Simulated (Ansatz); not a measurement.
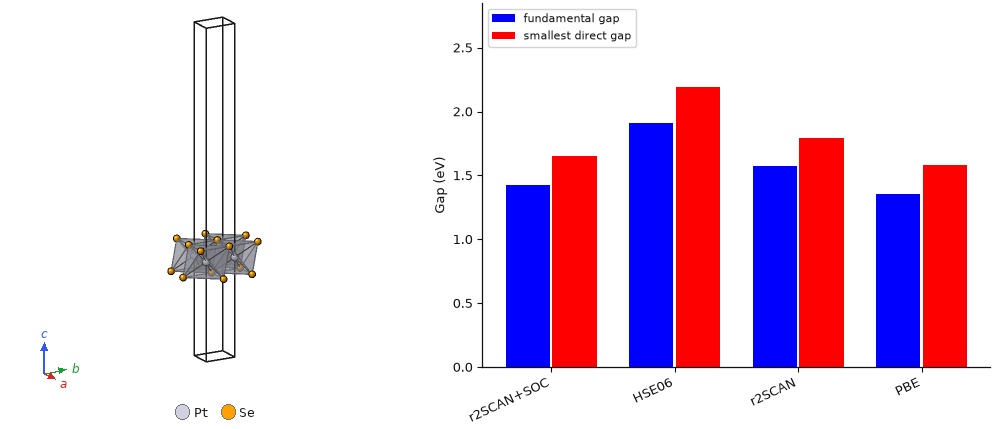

Gaps of PtSe₂ (slab), 3 atoms in the cell, 1T monolayer type, uniaxial (x) strain +1.0%, at several levels of theory on one cell (Ansatz, plane waves and PAW; edges over the mesh and the special points).

**How does the gap depend on the level, and does its kind change?**

In rising order: PBE 1.35 eV, r2SCAN+SOC 1.42 eV, r2SCAN 1.57 eV and HSE06 1.91 eV. It is indirect at every level.
